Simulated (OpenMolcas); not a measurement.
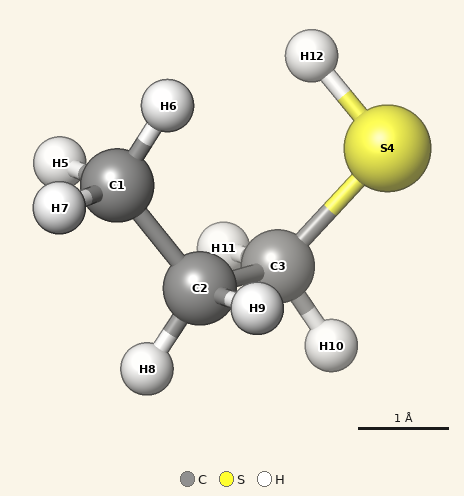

**Figure 1.** The structure (ball-and-stick view, seen at a tilt; atoms are numbered from 1 in the order of the input). Bond lengths as drawn: C–C 1.52 Å, C–H 1.09 to 1.10 Å, C–S 1.81 Å and H–S 1.34 Å.

# Run report: C$_{3}$H$_{8}$S, single-point calculation (part 1 of 2)

The run: single-point calculation of C$_{3}$H$_{8}$S, SMILES CCCS. Method and program: CASSCF/6-31G* (OpenMolcas 26.06).

The geometry comes from this level: PBE0-D4/def2-TZVP.

## Input
```
&gateway
coord
12
bohr
C     -2.42508554    -0.71658415    -0.51551729
C      0.08541562    -1.36967350     0.70600168
C      2.23101066     0.39041742    -0.02966870
S      1.90994619     3.62543957     1.05805766
H     -2.26691546    -0.67992346    -2.57701952
H     -3.10047365     1.13251287     0.10639158
H     -3.87299369    -2.10137545    -0.02286569
H      0.63797154    -3.29190291     0.16383926
H     -0.11130487    -1.36683891     2.76429138
H      4.00168404    -0.24415262     0.82127497
H      2.51787109     0.40213372    -2.07454134
H      0.04837699     4.32350440    -0.51495037
basis
6-31G*
group
NoSym
ricd
&seward
&rasscf
fileorb
$CurrDir/step1.ScfOrb
spin
1
nactel
4 0 0
inactive
19
ras2
4
orblisting
Nothing
orbappear
Compact
```

Machine: 1 thread of Arm Neoverse N1, 54 GiB of memory available, shared host.

Launch command:
```bash
export MOLCAS_MEM=1860
pymolcas step2.input > step2.log
```

## Log
```
--- Start Module: gateway ---

                                              &GATEWAY

                       available to each process: 1.9 GB of memory, 1 thread

++    Symmetry information:
      ---------------------

                    Character Table for C1

                             E
                    a        1  x, y, xy, Rz, z, xz, Ry, yz, Rx, I
--

++    Basis set information:
      ----------------------

      Basis set label: C.6-31G**....

      Electronic valence basis set:
      ------------------
      Associated Effective Charge   6.000000 au
      Associated Actual Charge      6.000000 au
      Nuclear Model: Point charge

      Shell  nPrim  nBasis  Cartesian Spherical Contaminant
         s      10       3        X
         p       4       2        X
         d       1       1        X

      Basis set label: S.6-31G**....

      Electronic valence basis set:
      ------------------
      Associated Effective Charge  16.000000 au
      Associated Actual Charge     16.000000 au
      Nuclear Model: Point charge

      Shell  nPrim  nBasis  Cartesian Spherical Contaminant
         s      16       4        X
         p      10       3        X
         d       1       1        X

      Basis set label: H.6-31G....

      Electronic valence basis set:
      ------------------
      Associated Effective Charge   1.000000 au
      Associated Actual Charge      1.000000 au
      Nuclear Model: Point charge

      Shell  nPrim  nBasis  Cartesian Spherical Contaminant
         s       4       2        X
--

++    Molecular structure info:
      -------------------------

                    ************************************************
                    **** Cartesian Coordinates / bohr, angstrom ****
                    ************************************************

     Center  Label                x              y              z                     x              y              z
        1      C1              -2.425086      -0.716584      -0.515517             -1.283300      -0.379200      -0.272800
        2      C2               0.085416      -1.369673       0.706002              0.045200      -0.724800       0.373600
        3      C3               2.231011       0.390417      -0.029669              1.180600       0.206600      -0.015700
        4      S4               1.909946       3.625440       1.058058              1.010700       1.918500       0.559900
        5      H5              -2.266915      -0.679923      -2.577020             -1.199600      -0.359800      -1.363700
        6      H6              -3.100474       1.132513       0.106392             -1.640700       0.599300       0.056300
        7      H7              -3.872994      -2.101375      -0.022866             -2.049500      -1.112000      -0.012100
        8      H8               0.637972      -3.291903       0.163839              0.337600      -1.742000       0.086700
        9      H9              -0.111305      -1.366839       2.764291             -0.058900      -0.723300       1.462800
       10      H10              4.001684      -0.244153       0.821275              2.117600      -0.129200       0.434600
       11      H11              2.517871       0.402134      -2.074541              1.332400       0.212800      -1.097800
       12      H12              0.048377       4.323504      -0.514950              0.025600       2.287900      -0.272500

                    ***************************************
                    *    InterNuclear Distances / bohr    *
                    ***************************************

               1 C1            2 C2            3 C3            4 S4            5 H5            6 H6
    1 C1       0.000000
    2 C2       2.867272        0.000000
    3 C3       4.810482        2.871012        0.000000
    4 S4       6.334178        5.329541        3.428061        0.000000
    5 H5       2.067886        4.097248        5.278822        7.013994        0.000000
    6 H6       2.064480        4.095163        5.384602        5.676677        3.343716        0.000000
    7 H7       2.063199        4.090922        6.593023        8.210189        3.335223        3.327391
    8 H8       4.059078        2.072251        4.016802        7.089935        4.772118        5.792644
    9 H9       4.066148        2.067671        4.047296        5.649737        5.800699        4.716601
   10 H10      6.581305        4.076425        2.064478        4.405131        7.143783        7.269588
   11 H11      5.302349        4.097262        2.064929        4.535686        4.931279        6.070891
   12 H12      5.614313        5.822746        4.524219        2.535170        5.886170        4.525898

               7 H7            8 H8            9 H9           10 H10          11 H11          12 H12
    7 H7       0.000000
    8 H8       4.669156        0.000000
    9 H9       4.738997        3.321090        0.000000
   10 H10      8.134642        4.586455        4.685340        0.000000
   11 H11      7.163804        4.710656        5.784128        3.317399        0.000000
   12 H12      7.543101        7.668299        6.569546        6.186891        4.889568        0.000000

                    *******************************************
                    *    InterNuclear Distances / angstrom    *
                    *******************************************

               1 C1            2 C2            3 C3            4 S4            5 H5            6 H6
    1 C1       0.000000
    2 C2       1.517295        0.000000
    3 C3       2.545597        1.519274        0.000000
    4 S4       3.351903        2.820272        1.814052        0.000000
    5 H5       1.094278        2.168171        2.793432        3.711646        0.000000
    6 H6       1.092476        2.167067        2.849409        3.003968        1.769419        0.000000
    7 H7       1.091798        2.164822        3.488877        4.344645        1.764924        1.760779
    8 H8       2.147971        1.096588        2.125600        3.751832        2.525296        3.065335
    9 H9       2.151713        1.094164        2.141737        2.989712        3.069598        2.495918
   10 H10      3.482676        2.157151        1.092475        2.331095        3.780327        3.846900
   11 H11      2.805882        2.168178        1.092713        2.400182        2.609521        3.212577
   12 H12      2.970966        3.081264        2.394114        1.341554        3.114827        2.395002

               7 H7            8 H8            9 H9           10 H10          11 H11          12 H12
    7 H7       0.000000
    8 H8       2.470811        0.000000
    9 H9       2.507769        1.757445        0.000000
   10 H10      4.304667        2.427047        2.479375        0.000000
   11 H11      3.790922        2.492772        3.060829        1.755492        0.000000
   12 H12      3.991637        4.057889        3.476454        3.273962        2.587448        0.000000

                    **************************************
                    *    Valence Bond Angles / degree    *
                    **************************************
                          Atom centers                 Phi
                      2 C2       1 C1       5 H5       111.21
                      2 C2       1 C1       6 H6       111.23
                      2 C2       1 C1       7 H7       111.09
                      5 H5       1 C1       6 H6       108.03
                      5 H5       1 C1       7 H7       107.68
                      6 H6       1 C1       7 H7       107.44
                      1 C1       2 C2       3 C3       113.92
                      1 C1       2 C2       8 H8       109.47
                      1 C1       2 C2       9 H9       109.91
                      3 C3       2 C2       8 H8       107.60
                      3 C3       2 C2       9 H9       108.99
                      8 H8       2 C2       9 H9       106.68
                      2 C2       3 C3      10 H10      110.30
                      2 C2       3 C3      11 H11      111.16
                     10 H10      3 C3      11 H11      106.90

           ***************************************************************
           *              Valence Dihedral Angles / degree               *
           ***************************************************************
                    Atom centers                       Phi1     Phi2     Theta
           5 H5       1 C1       2 C2       8 H8        111.21   109.47   -64.00
           5 H5       1 C1       2 C2       9 H9        111.21   109.91   179.14
           6 H6       1 C1       2 C2       8 H8        111.23   109.47   175.55
           6 H6       1 C1       2 C2       9 H9        111.23   109.91    58.69
           7 H7       1 C1       2 C2       8 H8        111.09   109.47    55.92
           7 H7       1 C1       2 C2       9 H9        111.09   109.91   -60.94
           3 C3       2 C2       1 C1       5 H5        113.92   111.21    56.51
           3 C3       2 C2       1 C1       6 H6        113.92   111.23   -63.94
           3 C3       2 C2       1 C1       7 H7        113.92   111.09   176.43
           1 C1       2 C2       3 C3      10 H10       113.92   110.30  -176.70
           1 C1       2 C2       3 C3      11 H11       113.92   111.16   -58.30
           8 H8       2 C2       3 C3      10 H10       107.60   110.30   -55.15
           8 H8       2 C2       3 C3      11 H11       107.60   111.16    63.25
           9 H9       2 C2       3 C3      10 H10       108.99   110.30    60.17
           9 H9       2 C2       3 C3      11 H11       108.99   111.16   178.57
--

            Nuclear Potential Energy            167.16650772 au

--- Stop Module: gateway /rc=_RC_ALL_IS_WELL_ ---

--- Start Module: seward ---

                                              &SEWARD

                       available to each process: 1.9 GB of memory, 1 thread

               SEWARD will generate:
                  Multipole Moment integrals up to order  2
                  Kinetic Energy integrals
                  Nuclear Attraction integrals (point charge)
                  One-Electron Hamiltonian integrals
                  Velocity integrals
                  Orbital angular momentum around (  0.7575   1.2326   0.4526 )
                  Velocity quadrupole around (  0.7575   1.2326   0.4526 )
                  RI decomposed two-electron repulsion integrals stored Cholesky style
                   - acCD auxiliary basis
                   - CD Threshold:   1.00E-04

                   Integrals are discarded if absolute value <: 1.00E-14
                   Integral cutoff threshold is set to       <: 1.00E-16

            Nuclear Potential Energy            167.16650772 au

      Basis set specifications :
      Symmetry species         a
      Basis functions           80

--- Stop Module: seward /rc=_RC_ALL_IS_WELL_ ---
--- Module seward spent 1 second ---

--- Start Module: rasscf ---

                                              &RASSCF

                       available to each process: 1.9 GB of memory, 1 thread

      Header of the ONEINT file:
      --------------------------

      OrdInt status: non-squared
```
